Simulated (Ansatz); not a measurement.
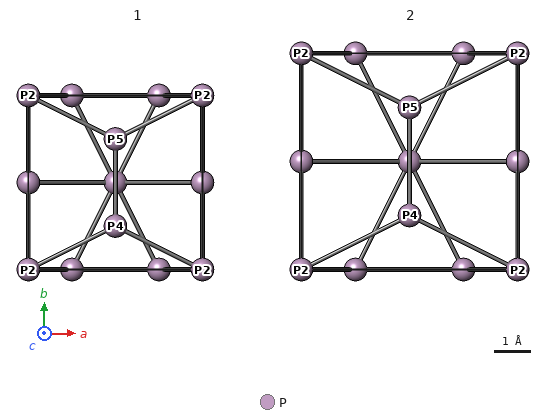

Two geometries of solid P (built on the beta-tungsten (A15)_223 type) (coarse preliminary run), drawn at one scale. One is the start of a relaxation, the other its converged end. The picture is a ball-and-stick view of the cell of the calculation, seen along the c axis.

These are results of DFT r2SCAN, scalar-relativistic, plane waves, PAW in Ansatz, not measurements. Settings: plane-wave cutoff 500 eV; k-point mesh 4 × 4 × 4; occupations gaussian; smearing width 0.1 eV; no spin polarisation; cell and atoms relaxed; force threshold 0.04 eV/Å; at most 70 steps.

### Which geometry has the lower energy?

Structure 1 is the relaxed one. Case: beta-tungsten (A15) type (Pm-3n, No. 223). The atoms keep their places relative to the cell (all moves are under 0.005 Å). The volume changes by −47.8 %, with a = b = c 6.065 → 4.883 Å (−19.5 %). Near-neighbour distances that change, for instance: P–P 3.714 → 2.990 Å, P–P 3.390 → 2.730 Å, P–P 3.032 → 2.442 Å. The space group stays Pm-3n (No. 223). Over 5 accepted moves (6 points after the start) the energy falls by 1120 meV per atom. All forces vanish by symmetry, so only the cell relaxes. The pressure goes from −16.38 to 0.13 GPa. At 1 point the geometry stayed and the basis and grid were re-selected for the new cell (energy shift of 0.6 meV per atom at most each time). The run took of the order of 70 core-seconds on a shared host.
